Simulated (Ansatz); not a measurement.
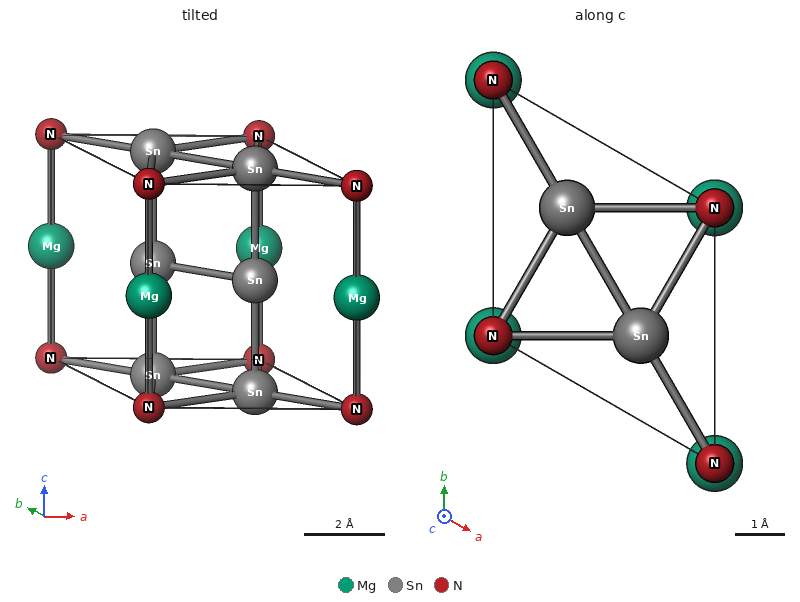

An orthographic ball-and-stick view of the structure, slightly off an axis and along the c axis. The wireframe shows the conventional unit cell. Cell: a = 5.26 Å, b = 5.26 Å, c = 5.87 Å, α = 90.00°, β = 90.00°, γ = 120.00°.

Origin of the cell: a random cell made by a generator, so it need not be a real form of the compound. Earlier steps of the study, as a rule a relaxation of our own, may have changed the cell and positions, so they can lie some per cent off the listed ones. Ansatz was used for an electronic-structure calculation on it.

Question: Describe the crystal.

Answer: The structure is one of MgSn$_{4}$N. Symmetry: P6/mmm (No. 191), primitive hexagonal lattice. Counting shared atoms by their share gives 1 Mg, 4 Sn, 1 N, or 6 atoms.

Calculation details: DFT PBE, scalar-relativistic, plane waves, PAW (Ansatz); a 420 eV plane-wave basis, k-points on a 12×12×8 grid, Gaussian smearing of 0.1 eV, no spin polarisation.

Question: What is the band gap, if any?

Answer: A metal: bands cross the Fermi level.

Question: What net charge does each kind of atom have (Bader)?

Answer: Mg +1.44 e; Sn -0.47 to +0.31 e; N -1.11 e.

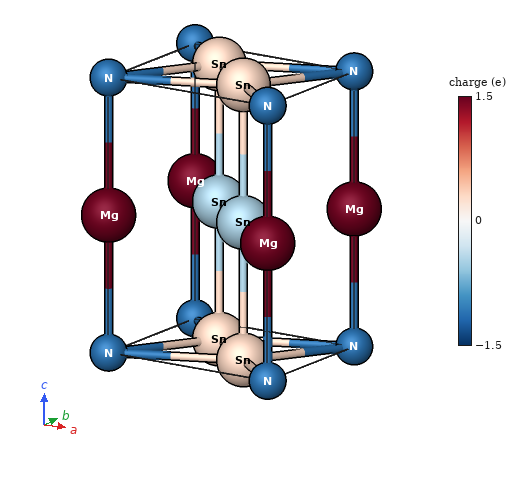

The atoms coloured by those charges. The run's cell of 6 atoms is drawn.

Question: Do the forces and the stress vanish for this geometry?

Answer: Yes. All forces vanish to within 0.01 eV/Å. The pressure is 0.0 GPa, close to zero.
